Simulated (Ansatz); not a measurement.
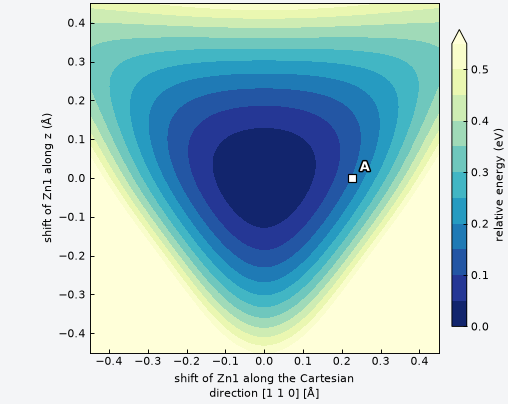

ZnS (F-43m, No. 216; 2 atoms in the cell). 
- Atom Zn1 is moved over a plane while all other atoms and the cell stay fixed (its periodic images move with it) (x, y and z along the cube axes).
- Coordinates scanned: (1) shift of Zn1 along the Cartesian direction [1 1 0]; (2) shift of Zn1 along z.
- The grid has 5 × 5 points; 13 points were computed and 12 follow by symmetry.
- Points are written as (first, second).
- All energies are given in eV per cell relative to the lowest grid point.
- The reference cell is the one listed in the database, not relaxed at this level.
- These are results of DFT r2SCAN, scalar-relativistic, plane waves, PAW in Ansatz, not measurements. Settings: cutoff 500 eV, k-mesh 8×8×8, gaussian smearing 0.05 eV, no spin polarisation.

Drawn: filled contours, one colour for all values above the top of the scale, the point A. Between grid points the surface is interpolated.

Question: Is A at rest? If not, where is it pushed?

Answer: A, at (0.225 Å, 0.000 Å), is not a stationary point. The computed force is 1.5 eV/Å in the plane, pointing up and left in the picture (components −1.4 and 0.6 eV/Å).
